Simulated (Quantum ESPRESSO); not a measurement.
# Voltage at the next charge: 1T-TiS2, 2 layers, AB stacking against an electrode

**Set-up.** Quantum ESPRESSO 7.5, PBE, GBRV ultrasoft; ESM with bc3, a metal electrode 7.42 Å above the top atoms; cell area 9.803 Å²; ions fixed. V is the potential energy of an electron at the electrode over the slab's Fermi level, divided by e, so that it equals the work function at zero charge; positive charge removes electrons.

```
charge (e a cell)  V (V)
                0  5.832
           0.0151  7.656
           0.0302  9.494
```

To predict: What is V at a charge of 0.0604 e, and what capacitance do the rows imply?

**Fit.** The last two rows give dV/dq = (9.494 − 7.656)/(0.0302 − 0.0151) = 121.7 V/e, so C = 1602/(9.803 × 121.7) = 1.34 µF/cm², an effective gap of 8.854/1.34 = 6.59 Å. At constant C, V = 9.494 + 121.7 × 0.0302 = 13.17 V.

**The withheld run.** V = 13.204 V; the estimate misses by −0.03 V, 0.9 % of the step. Over the three intervals C goes 1.35, 1.34 and 1.33 µF/cm².

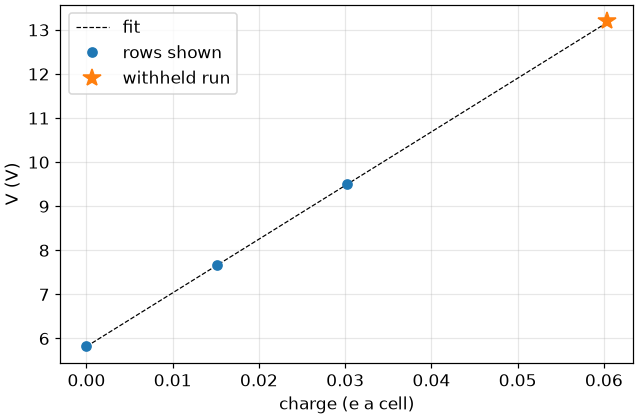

The rows shown, the fit and the withheld run.

**Limits.** Vacuum fills the gap; a dielectric or electrolyte would change C. The slab is thin.

[Logs are printed without paths, hosts, clocks, repeated set-up lines and the standing remarks that a program may print on its own settings, such as how far it seeks lower states.]
